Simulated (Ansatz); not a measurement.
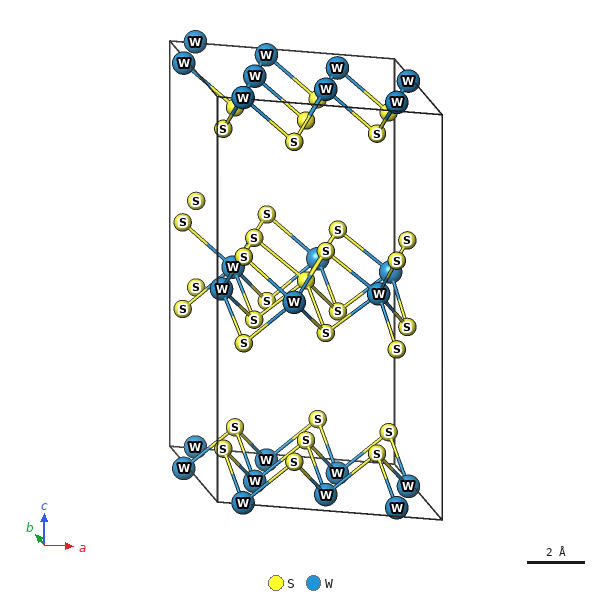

The crystal in a ball-and-stick representation, seen slightly off an axis. The box is the supercell; atoms on or close to its faces, edges and corners are drawn wherever they repeat. The host is WS2, in a cell of 42 sites, and the cell carries a charge of +1.

How does this supercell depart from the perfect host?

Answer. Sulfur on a tungsten site (an antisite). It is bonded to six S in a trigonal prismatic arrangement at about 2.4 Å. Not all metal-metal contacts are counted.

The numbers come from DFT PBE, scalar-relativistic, plane waves, PAW in Ansatz 0.2.0, using an energy cutoff of 420 eV, a 2×2×2 mesh of k-points, Gaussian smearing of 0.01 eV, collinear spins.

Is the defect magnetic?

Answer. Yes, 0.7 μB in the cell.

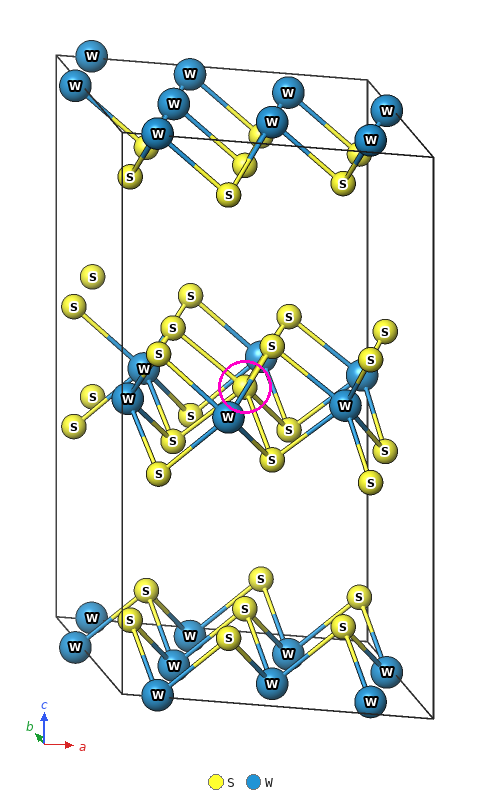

The same cell with a ring at the defect's site.

The atoms were relaxed in the host's cell with DFT PBE, scalar-relativistic, plane waves, PAW in Ansatz.
